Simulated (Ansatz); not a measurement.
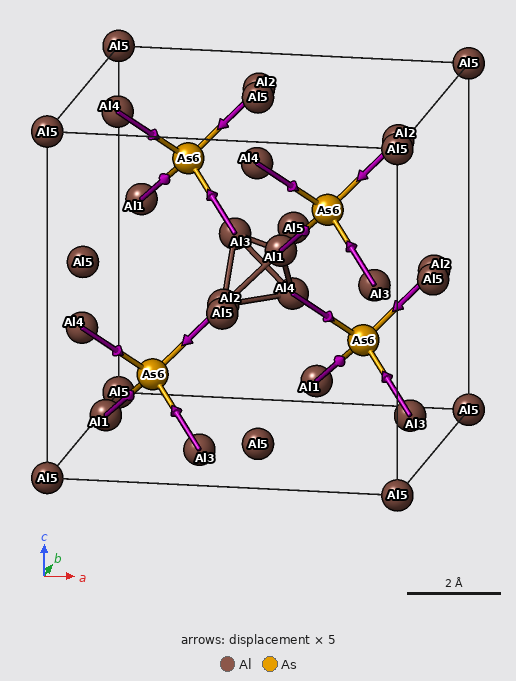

A relaxation of solid Al$_{5}$As (a generated structure, set up in F-43m) (coarse preliminary run). The starting structure is drawn; purple arrows show the displacements (the part carried along by the change of the cell is left out), 5 times their true length.

The picture is a ball-and-stick view of the conventional cell (4 times the calculation's cell), seen slightly off an axis. Lengths and directions refer to the drawn axes.

All numbers below come from DFT PBE, scalar-relativistic, plane waves, PAW in Ansatz 0.2.0. (plane-wave cutoff 420 eV; k-point mesh 4 × 4 × 4; occupations gaussian; smearing width 0.1 eV; no spin polarisation; cell and atoms relaxed; force threshold 0.04 eV/Å; at most 70 steps)

Question: Which element moves most?

Answer: Aluminium: up to 0.27 Å, against 0.00 Å for arsenic.

Question: What happened in the run?

Answer: The largest moves relative to the cell, 0.27 Å, are those of Al1, Al2, Al3 and Al4. Al1 goes along [1 −1 1]. As stays in place. The drawn cell changes as follows: a = b = c 7.741 → 9.157 Å (+18.3 %); the volume changes by +65.6 %. Some distances before and after: Al1–Al2 1.802 → 2.572 Å, Al1–As6 2.249 → 2.390 Å. The space group stays F-43m (No. 216). The energy falls by 3450 meV per atom in 6 accepted moves (8 points after the start). The largest force component goes from 18 to 0.0047 eV/Å. The pressure goes from 76.15 to 0.16 GPa. The SCF was repeated twice at an unchanged geometry on a basis and grid sized afresh for the cell, which shifted the energy by 29.7 meV per atom at most. The run took 29 s on 1 thread of Arm Neoverse V1, with other jobs on the host, peak memory 0.38 GiB.
